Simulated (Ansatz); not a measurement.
## Transmission past a defect: Al wire along [110], 3 atoms a period, Pt in place of one Al

What does the defect do to the conductance?

Main program and level: Ansatz 0.2.0; DFT PBE, plane waves, PAW; relaxation of a wire's period, in the first sound run; inputs show where later runs differ.

## (1) Set-up

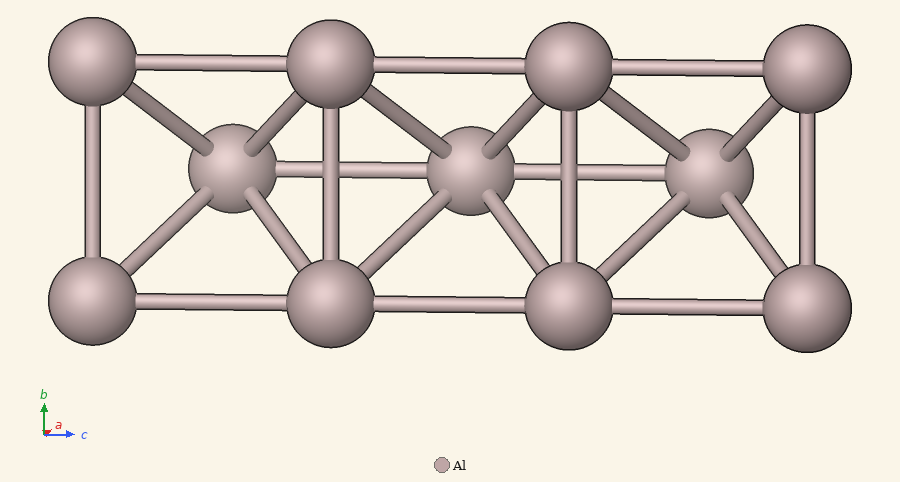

The cell as given, from the side, with the c axis across the page (aluminium light grey). 1×1×3 cells are drawn. Some periodic images of atoms are drawn too.

The cell holds 3 atoms: 3 Al. Cell: a = 8.820 Å, b = 9.657 Å, c = 2.857 Å, α = 90.0°, β = 90.0°, γ = 90.0°. Vacuum lies along a and b. The structure's axis is c.

## (2) The relaxed wire

Band widths follow the bond lengths, so the wire is relaxed first. The atoms and the third cell vector are free; the box across stays fixed as vacuum. A Fermi-Dirac smearing is set since the result may be a metal. The pressure printed is a third of the stress's trace over the whole box, vacuum included; only the stress along the axis is relaxed.

input.yaml

```yaml
crystal:
  lattice:
    - [8.82, 0.0, 0.0]
    - [0.0, 9.657, 0.0]
    - [0.0, 0.0, 2.856711396]
  atoms:
    - { symbol: Al, position: [0.385487528, 0.352076214, 0.0] }
    - { symbol: Al, position: [0.614512472, 0.499985057, 0.5] }
    - { symbol: Al, position: [0.385487528, 0.6478939, 0.0] }
kpoints:
  mp_grid: { grid: [1, 1, 29] }
scf:
  occupations: { method: fermi_dirac, width: 0.05 }
hamiltonian:
  xc: pbe
relax:
  cell: { fix: [a, b, alpha, beta, gamma] }
  max_steps: 60
```

Launch:

```
$ ansatz run input.yaml --threads 4 --pin off --max-ram 16384MiB --backend cpu --events-out ev --progress --plain --runs-dir out
```

Numbers of over 12 decimals in the logs are rounded to 6 here.

Log:

```text
Engine: ansatz 0.2.0, aarch64-unknown-linux-gnu
Pseudopotentials: kind: paw
Pseudopotential: Al, paw, valence charge 3, recommended cutoff 420 eV (normal), Al.paw.azcp
Functional definition: PBE
  parameter kappa = 0.804
  parameter beta = 0.066725
  exchange = pbe_x(kappa = kappa, mu = beta*pi^2/3)
  correlation = pbe_c(beta = beta)
Crystal: 3 atoms, lattice volume = 243.320 Å³
Basis set: ecut = 420 eV, 4741 PW (Γ), exchange–correlation on 120×144×40 points (8 copies of the dense FFT grid, shifted against one another)
Bands: 9, of which v1, the nominal top of the filled ones, is band 5 counted from 1 (4 counted from 0)
Symmetry: 4 space group operations
Space group: Pmm2 (ITA 25), of the structure as read, at distance tolerance 6.2e-5 Å
k-points: 15 of 29
Non-local potential: Al, projectors of the file, l = 0: 2, l = 1: 2, l = 2: 1
PAW form: soft (Blöchl's): semilocal exchange-correlation on the pseudo side does not see the compensation charge
PAW one-centre angular grid: Al, 110 points (default); XC on 64 Gauss nodes
Initial density: superposition of atomic densities (neutral atoms: chi_scale 0, normalization atom), corrected by the library's trained network
Initial wavefunctions: pseudopotential atomic-orbital guess
Functional: x = pbe(κ = 0.804, μ = 0.219515), c = pbe(β = 0.066725)
SCF iter   1: F=—  HF=-1609.348188 eV  |F-HF|=—  |Δ(HF+E_count)|=         —  Δρ=1.71e-3  dr2=2.24e-2  ethr=1.77e-3  ⟨swp⟩=8.1  Hψ=1324  notcnv=0
preconditioner: auto → LDOS  [metal: Δε(μ)=0.088 eV  Ē_g=5.340 eV  σ=0.050 eV  W_gap=0.37  n_scr=20 (ndim 8)  ℏωp=7.1 eV  f_vac=0.396  D(μ)=2.73/eV (n_scr^D=12)  β→1.0]
SCF iter   2: F=—  HF=-1609.347379 eV  |F-HF|=—  |Δ(HF+E_count)|=   8.10e-4  Δρ=8.05e-4  dr2=3.27e-3  ethr=2.49e-4  ⟨swp⟩=2.7  Hψ=359  notcnv=0
SCF iter   3: F=—  HF=-1609.347925 eV  |F-HF|=—  |Δ(HF+E_count)|=   5.46e-4  Δρ=2.21e-4  dr2=3.41e-4  ethr=3.63e-5  ⟨swp⟩=2.1  Hψ=246  notcnv=0
SCF iter   4: F=—  HF=-1609.348014 eV  |F-HF|=—  |Δ(HF+E_count)|=   8.96e-5  Δρ=6.50e-5  dr2=3.46e-5  ethr=3.79e-6  ⟨swp⟩=2.8  Hψ=210  notcnv=0
SCF iter   5: F=—  HF=-1609.348135 eV  |F-HF|=—  |Δ(HF+E_count)|=   1.20e-4  Δρ=1.66e-5  dr2=2.56e-6  ethr=3.84e-7  ⟨swp⟩=2.3  Hψ=199  notcnv=0
SCF iter   6: F=—  HF=-1609.348135 eV  |F-HF|=—  |Δ(HF+E_count)|=   3.73e-7  Δρ=4.32e-6  dr2=1.08e-7  ethr=2.84e-8  ⟨swp⟩=2.6  Hψ=197  notcnv=0
SCF iter   7: F=-1609.348135 eV  HF=-1609.348135 eV  |F-HF|=3.25e-9  |Δ(HF+E_count)|=   1.06e-7  Δρ=9.78e-7  dr2=5.51e-9  ethr=1.11e-9  ⟨swp⟩=5.0  Hψ=450  notcnv=0
SCF 1 converged in 7 iterations: F = -1609.348135 eV  dr2 = 5.51e-9
  greatest PAW one-centre occupation: 0.501 electrons in one spin orbital (limit 2), on the Al atom at site 2 (counted from 0), in its partial waves of l = 0
relax step   1: F+E_penalty+E_count = -1609.34813512 eV  Δ(F+E_penalty+E_count) = +0.000e0 eV  max|allowed force component| = 1.254e-1 eV/Å  Δτ_max = 0.0000 Å  P = -1.514 GPa  Ω = 243.320 Å³  fix = [a, b, alpha, beta, gamma]  reactions: a -0.223, b -0.353 GPa  (7 SCF iters, dr2 threshold 1.00e-7 eV, accepted)
Crystal: 3 atoms, lattice volume = 231.448 Å³
Basis set: ecut = 420 eV, 4569 PW (Γ), exchange–correlation on 120×144×40 points (8 copies of the dense FFT grid, shifted against one another)
Initial density: handed on by an earlier stage of this run
Initial wavefunctions: those handed on with the density
iter 1 solved again at ethr=4.97e-4 eV; its pass at ethr=3.10e-3 eV (dr2=4.47e-2 eV) is discarded
SCF iter   1: F=—  HF=-1609.638300 eV  |F-HF|=—  |Δ(HF+E_count)|=         —  Δρ=2.56e-3  dr2=4.54e-2  ethr=4.97e-4  ⟨swp⟩=1.0  Hψ=1341  notcnv=0
preconditioner: auto → LDOS  [metal: Δε(μ)=0.128 eV  Ē_g=5.609 eV  σ=0.050 eV  W_gap=0.50  n_scr=20 (ndim 8)  ℏωp=7.3 eV  f_vac=0.399  D(μ)=2.34/eV (n_scr^D=10)  β→1.0]
SCF iter   2: F=—  HF=-1609.625743 eV  |F-HF|=—  |Δ(HF+E_count)|=   1.26e-2  Δρ=1.23e-3  dr2=9.27e-3  ethr=4.97e-4  ⟨swp⟩=2.1  Hψ=241  notcnv=0
SCF iter   3: F=—  HF=-1609.625844 eV  |F-HF|=—  |Δ(HF+E_count)|=   1.01e-4  Δρ=3.84e-4  dr2=1.20e-3  ethr=1.03e-4  ⟨swp⟩=2.5  Hψ=263  notcnv=0
SCF iter   4: F=—  HF=-1609.625797 eV  |F-HF|=—  |Δ(HF+E_count)|=   4.67e-5  Δρ=1.25e-4  dr2=1.11e-4  ethr=1.34e-5  ⟨swp⟩=2.2  Hψ=186  notcnv=0
SCF iter   5: F=—  HF=-1609.625896 eV  |F-HF|=—  |Δ(HF+E_count)|=   9.91e-5  Δρ=3.29e-5  dr2=7.44e-6  ethr=1.23e-6  ⟨swp⟩=2.0  Hψ=199  notcnv=0
SCF iter   6: F=—  HF=-1609.625896 eV  |F-HF|=—  |Δ(HF+E_count)|=   2.63e-7  Δρ=8.90e-6  dr2=4.77e-7  ethr=8.26e-8  ⟨swp⟩=2.5  Hψ=188  notcnv=0
SCF iter   7: F=-1609.625897 eV  HF=-1609.625897 eV  |F-HF|=1.71e-10  |Δ(HF+E_count)|=   1.22e-7  Δρ=1.54e-6  dr2=1.26e-8  ethr=3.33e-9  ⟨swp⟩=4.8  Hψ=462  notcnv=0
SCF 2 converged in 7 iterations: F = -1609.625897 eV  dr2 = 1.26e-8
  greatest PAW one-centre occupation: 0.482 electrons in one spin orbital (limit 2), on the Al atom at site 1 (counted from 0), in its partial waves of l = 0
relax step   2: F+E_penalty+E_count = -1609.62589652 eV  Δ(F+E_penalty+E_count) = -2.778e-1 eV  max|allowed force component| = 1.313e-1 eV/Å  Δτ_max = 0.0083 Å  P = -1.240 GPa  Ω = 231.448 Å³  energy of the carried Pulay correction = +8.022e-4 eV  fix = [a, b, alpha, beta, gamma]  reactions: a -0.002, b -0.464 GPa  (7 SCF iters, dr2 threshold 3.00e-7 eV, accepted)
Crystal: 3 atoms, lattice volume = 219.607 Å³
Basis set: ecut = 420 eV, 4341 PW (Γ), exchange–correlation on 120×144×40 points (8 copies of the dense FFT grid, shifted against one another)
iter 1 solved again at ethr=4.72e-4 eV; its pass at ethr=3.10e-3 eV (dr2=4.24e-2 eV) is discarded
SCF iter   1: F=—  HF=-1609.839477 eV  |F-HF|=—  |Δ(HF+E_count)|=         —  Δρ=2.95e-3  dr2=4.57e-2  ethr=4.72e-4  ⟨swp⟩=1.1  Hψ=1381  notcnv=0
preconditioner: auto → LDOS  [insulator: Δε(μ)=0.120 eV  Ē_g=5.866 eV  σ=0.050 eV  W_gap=0.52  n_scr=20 (ndim 8)  ℏωp=7.5 eV  f_vac=0.400  D(μ)=1.57/eV (n_scr^D=8)  ε∞_Penn≈2.6  β→1.0]
SCF iter   2: F=—  HF=-1609.825322 eV  |F-HF|=—  |Δ(HF+E_count)|=   1.42e-2  Δρ=9.92e-4  dr2=3.60e-3  ethr=4.72e-4  ⟨swp⟩=2.5  Hψ=254  notcnv=0
SCF iter   3: F=—  HF=-1609.826363 eV  |F-HF|=—  |Δ(HF+E_count)|=   1.04e-3  Δρ=2.46e-4  dr2=3.20e-4  ethr=4.00e-5  ⟨swp⟩=2.3  Hψ=258  notcnv=0
SCF iter   4: F=—  HF=-1609.826448 eV  |F-HF|=—  |Δ(HF+E_count)|=   8.52e-5  Δρ=9.08e-5  dr2=3.35e-5  ethr=3.56e-6  ⟨swp⟩=2.3  Hψ=196  notcnv=0
SCF iter   5: F=—  HF=-1609.826414 eV  |F-HF|=—  |Δ(HF+E_count)|=   3.41e-5  Δρ=1.65e-5  dr2=1.04e-6  ethr=3.72e-7  ⟨swp⟩=2.6  Hψ=206  notcnv=0
SCF iter   6: F=-1609.826415 eV  HF=-1609.826415 eV  |F-HF|=3.72e-8  |Δ(HF+E_count)|=   9.93e-7  Δρ=4.38e-6  dr2=6.49e-8  ethr=3.33e-9  ⟨swp⟩=5.1  Hψ=479  notcnv=0
SCF 3 converged in 6 iterations: F = -1609.826415 eV  dr2 = 6.49e-8
  greatest PAW one-centre occupation: 0.483 electrons in one spin orbital (limit 2), on the Al atom at site 2 (counted from 0), in its partial waves of l = 0
relax step   3: F+E_penalty+E_count = -1609.82641488 eV  Δ(F+E_penalty+E_count) = -2.005e-1 eV  max|allowed force component| = 2.022e-1 eV/Å  Δτ_max = 0.0837 Å  P = -0.401 GPa  Ω = 219.607 Å³  energy of the carried Pulay correction = +1.643e-3 eV  fix = [a, b, alpha, beta, gamma]  reactions: a -0.188, b +0.218 GPa  (6 SCF iters, dr2 threshold 3.00e-7 eV, accepted)
[...]
relax step   4: F+E_penalty+E_count = -1609.76412846 eV  Δ(F+E_penalty+E_count) = +6.229e-2 eV  max|allowed force component| = 4.941e-1 eV/Å  Δτ_max = 0.1863 Å  P = -0.528 GPa  Ω = 207.779 Å³  energy of the carried Pulay correction = +2.528e-3 eV  fix = [a, b, alpha, beta, gamma]  (6 SCF iters, dr2 threshold 3.00e-7 eV, rejected (line search))
[...]
relax step   5: F+E_penalty+E_count = -1609.86455735 eV  Δ(F+E_penalty+E_count) = -3.814e-2 eV  max|allowed force component| = 1.840e-1 eV/Å  Δτ_max = 0.0322 Å  P = -0.054 GPa  Ω = 213.693 Å³  energy of the carried Pulay correction = +2.080e-3 eV  fix = [a, b, alpha, beta, gamma]  reactions: a -0.115, b +0.187 GPa  (9 SCF iters, accepted)
[...]
relax step   6: F+E_penalty+E_count = -1609.85671216 eV  Δ(F+E_penalty+E_count) = +7.845e-3 eV  max|allowed force component| = 1.563e-1 eV/Å  Δτ_max = 0.0726 Å  P = -0.094 GPa  Ω = 210.655 Å³  energy of the carried Pulay correction = +2.309e-3 eV  fix = [a, b, alpha, beta, gamma]  (6 SCF iters, dr2 threshold 3.00e-7 eV, rejected (line search))
[...]
relax step   7: F+E_penalty+E_count = -1609.87026795 eV  Δ(F+E_penalty+E_count) = -5.711e-3 eV  max|allowed force component| = 4.855e-2 eV/Å  Δτ_max = 0.0363 Å  P = -0.058 GPa  Ω = 212.224 Å³  energy of the carried Pulay correction = +2.190e-3 eV  fix = [a, b, alpha, beta, gamma]  reactions: a -0.280, b -0.251 GPa  (8 SCF iters, accepted)
[...]
relax step   8: F+E_penalty+E_count = -1609.87096067 eV  Δ(F+E_penalty+E_count) = -6.927e-4 eV  max|allowed force component| = 1.835e-2 eV/Å  Δτ_max = 0.0146 Å  P = -0.206 GPa  Ω = 213.518 Å³  energy of the carried Pulay correction = +2.093e-3 eV  fix = [a, b, alpha, beta, gamma]  reactions: a -0.167, b -0.254 GPa  (4 SCF iters, dr2 threshold 3.00e-7 eV, accepted)
[...]
relax step   9: F+E_penalty+E_count = -1609.87144396 eV  Δ(F+E_penalty+E_count) = -4.833e-4 eV  max|allowed force component| = 9.667e-3 eV/Å  Δτ_max = 0.0055 Å  P = -0.136 GPa  Ω = 212.986 Å³  energy of the carried Pulay correction = +2.133e-3 eV  fix = [a, b, alpha, beta, gamma]  reactions: a -0.203, b -0.234 GPa  (4 SCF iters, dr2 threshold 9.75e-8 eV, accepted)
Basis set: ecut = 420 eV, 4185 PW (Γ), exchange–correlation on 120×144×36 points (8 copies of the dense FFT grid, shifted against one another)
Initial wavefunctions: pseudopotential atomic-orbital guess (no wavefunctions were taken with the density)
iter 1 solved again at ethr=1.59e-6 eV; its pass at ethr=3.10e-3 eV (dr2=1.43e-4 eV) is discarded
SCF iter   1: F=—  HF=-1609.870592 eV  |F-HF|=—  |Δ(HF+E_count)|=         —  Δρ=2.55e-5  dr2=1.60e-7  ethr=1.59e-6  ⟨swp⟩=2.8  Hψ=1703  notcnv=0
eigensolver tolerance schedule: the retry pair's looser diagonalisation over-reported the residual by 896.78 of it (diagonalisation noise at 0.86 of the residual, at the tolerance the schedule requests for it); recorded, not acted on — ethr = c·dr2/N_el stays at c = 1.0e-1
preconditioner: auto → LDOS  [insulator: Δε(μ)=0.144 eV  Ē_g=5.913 eV  σ=0.050 eV  W_gap=0.56  n_scr=20 (ndim 8)  ℏωp=7.6 eV  f_vac=0.404  D(μ)=1.32/eV (n_scr^D=8)  ε∞_Penn≈2.7  β→1.0]
SCF iter   2: F=—  HF=-1609.870667 eV  |F-HF|=—  |Δ(HF+E_count)|=   7.47e-5  Δρ=1.85e-6  dr2=1.13e-8  ethr=1.77e-9  ⟨swp⟩=3.3  Hψ=270  notcnv=0
SCF iter   3: F=—  HF=-1609.870667 eV  |F-HF|=—  |Δ(HF+E_count)|=   5.86e-9  Δρ=3.60e-7  dr2=7.53e-10  ethr=1.26e-10  ⟨swp⟩=2.5  Hψ=202  notcnv=0
SCF iter   4: F=—  HF=-1609.870667 eV  |F-HF|=—  |Δ(HF+E_count)|=  2.27e-11  Δρ=1.65e-7  dr2=6.55e-11  ethr=8.36e-12  ⟨swp⟩=2.7  Hψ=210  notcnv=0
SCF iter   5: F=-1609.870667 eV  HF=-1609.870667 eV  |F-HF|=1.14e-12  |Δ(HF+E_count)|=  6.25e-11  Δρ=3.59e-8  dr2=6.93e-12  ethr=1.00e-12  ⟨swp⟩=6.8  Hψ=567  notcnv=0
SCF 10 converged in 5 iterations: F = -1609.870667 eV  dr2 = 6.93e-12
relax step  10: F+E_penalty+E_count = -1609.87066668 eV  Δ(F+E_penalty+E_count) = +7.773e-4 eV  max|allowed force component| = 9.575e-3 eV/Å  Δτ_max = 0.0000 Å  P = -0.143 GPa  Ω = 212.986 Å³  fix = [a, b, alpha, beta, gamma]  reactions: a -0.207, b -0.238 GPa  stress off target by 1.76e-2 GPa on what of the cell is left free  SCF on the basis re-selected at this cell (its energy is not comparable with the rows above)  (5 SCF iters)
basis re-selected at this cell: Δ(F+E_penalty+E_count) = +7.773e-4 eV, ΔP = -0.006 GPa vs the last step (what re-selecting the basis moved, of the pressure what is left beyond the Pulay correction that the steps carried, after the strain that the cell walked since its last selection, with what the two solves' SCF thresholds leave and, on support functions, any second-order correction that the steps lacked; it is no measure of the basis error at this ecutwfc). The dense FFT grid was sized anew with the basis: this SCF ran on 60×72×18 points, the steps before it on 60×72×20, so part of this shift can come from that change (see relax.cell in the input reference). [rest of the remark cut]
SCF converged after 5 iterations
Free energy (F): -1609.870667 eV
Harris-Foulkes:  -1609.870667 eV  (|F-HF|=1.14e-12)
Internal energy: -1609.858936 eV  (E = F + TS)
E sigma→0 (E₀):  -1609.864801 eV
Entropy (-TS):   -0.011731 eV (-3.910 meV/atom)
Fermi energy:    -1.536569 eV
--- Per-component energies (eV) ---
  E_band       = -43.916917
  E_kinetic    = 60.420557
  E_local      = -329.762012  (includes V_loc(G=0)·N_el)
  E_nonlocal   = 32.902903
  E_hartree    = 141.552722
  E_xc         = -113.698439
  E_vxc        = -79.348431  (∫ρ·V_xc dr)
  E_paw        = -1402.247568  (= ΣΔE_a)
  E_vpaw       = -11.235327  (= ΣTr[D̂ρ^β])
  E_aug_tail   = -0.000006  (compensation charges beyond the density's cutoff)
  E_ewald      = 0.972907
  E_smearing   = -0.011731  (= −TS)
  E_closure    = 0.000000  (closes the sum)
  Σ components = -1609.870667   (vs F -1609.870667, Δ=0.00e0)
--- Forces (eV/Å), atoms counted from 1 ---
  atom   1  Al     0.00184474     0.00957532     0.00000000
  atom   2  Al    -0.00369072     0.00000000    -0.00000000
  atom   3  Al     0.00184474    -0.00957532    -0.00000000
  max |Σ_I F_I| component: 1.25e-6 eV/Å
--- Stress (GPa, compression-positive) ---
       -0.206988      -0.000000       0.000000
       -0.000000      -0.238293      -0.000000
        0.000000      -0.000000       0.017649
  P = ⅓ Tr σ = -0.1425 GPa (-1.425 kbar)
--- Relaxed structure (9 steps of the walk, 7 accepted, 1 SCFs on fresh bases) ---
  F+E_penalty+E_count = -1609.87066668 eV   max|allowed force component| = 9.575e-3 eV/Å   (the final SCF, on the basis selected at the relaxed cell)
  cell:  # Å, volume = 212.9857 Å³
    - [8.82, 0.0, 0.0]
    - [0.0, 9.657, 0.0]
    - [0.0, 0.0, 2.500573]
  atoms:
    - { symbol: Al, position: [0.380569, 0.352254, 0.0] }
    - { symbol: Al, position: [0.624350, 0.499985, 0.5] }
    - { symbol: Al, position: [0.380569, 0.647716, 0.0] }
```

It took 9 s on 4 threads of Arm Neoverse V2, shared host; peak memory 0.4 GiB.

Step by step:

```csv
step,energy less that of the first step (eV),largest force component (eV/Å),pressure (GPa),volume (Å³)
1,0.0000,0.1254,-1.51,243.32
2,-0.2778,0.1313,-1.24,231.45
3,-0.4783,0.2022,-0.40,219.61
4,-0.4160,0.4941,-0.53,207.78
5,-0.5164,0.1840,-0.05,213.69
6,-0.5086,0.1563,-0.09,210.65
7,-0.5221,0.0486,-0.06,212.22
8,-0.5228,0.0183,-0.21,213.52
9,-0.5233,0.0097,-0.14,212.99
10*,-0.5225,0.0096,-0.14,212.99
```

Relaxation steps marked * repeat the geometry before them on a plane-wave basis chosen anew for their cell, so energy and pressure can jump there. Relaxation steps 4, 6 were tried and not accepted.

The run keeps the 4 symmetry operations that it works with, so distortions that break them were not tested.

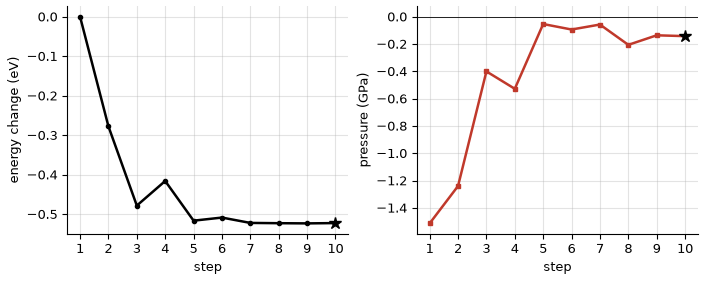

Energy and pressure along the relaxation. Stars mark steps on a basis chosen anew.

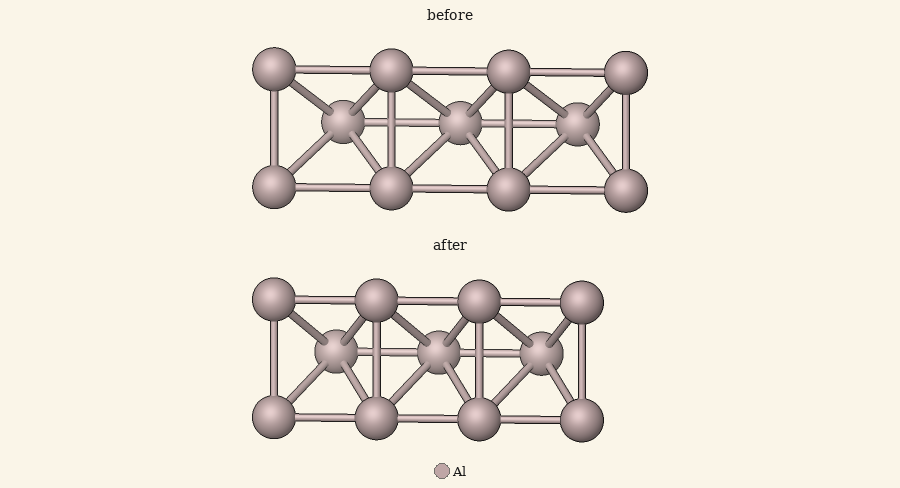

The structure before and after the relaxation, drawn at the same scale.

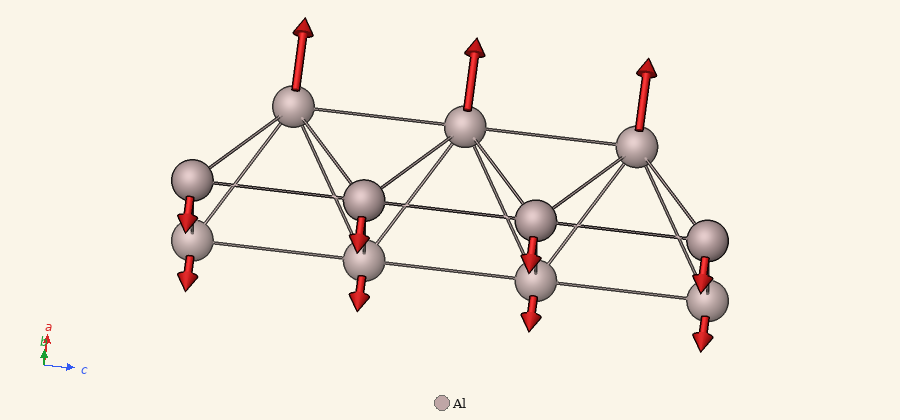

Displacements in the relaxation, exaggerated, measured against the changing cell; the longest in the cell stands for 0.09 Å. 1×1×3 cells are drawn. Some periodic images of atoms are drawn too.

| cell as run | before | after | change |
| --- | --- | --- | --- |
| c (Å) | 2.857 | 2.501 | -12.5 % |

The atoms that moved most (Å, along periodic axes as changes of fractional coordinates times the final cell, across vacuum about the mean position):

```
atom      dx      dy     dz  length
 Al2   0.087   0.000  0.000   0.087
 Al1  -0.043   0.002  0.000   0.043
 Al3  -0.043  -0.002  0.000   0.043
```

The relaxed structure:

```cif
data_structure
_symmetry_space_group_name_H-M 'P 1'
_symmetry_Int_Tables_number 1
_cell_length_a 8.8200
_cell_length_b 9.6570
_cell_length_c 2.5006
_cell_angle_alpha 90.000
_cell_angle_beta 90.000
_cell_angle_gamma 90.000
_cell_volume 212.99
loop_
_atom_site_label
_atom_site_type_symbol
_atom_site_fract_x
_atom_site_fract_y
_atom_site_fract_z
_atom_site_occupancy
Al1 Al 0.38057 0.35225 0.00000 1
Al2 Al 0.62435 0.49999 0.50000 1
Al3 Al 0.38057 0.64772 0.00000 1
```

Numbers from this step:

* energy at zero smearing: -1609.8648 eV
* cell length along the wire: 2.501 Å

The cell's length comes to 2.501 Å with spin left out. That is -12 % against the start, more than a small adjustment.

The cell shrank by 12.5 % in its periodic edges. First to last step the energy falls by 0.523 eV, across changes of basis; the largest move, 0.09 Å, is that of Al2.

(Part 1 of 3 ends here.)

[Logs are printed without paths, hosts, clocks, repeated set-up lines and the standing remarks that a program may print on its own settings, such as how far it seeks lower states.]

[Hosts, paths, dates, database ids (printed as entryN), source tags and the programs' standing remarks are cut or masked in the printed files.]
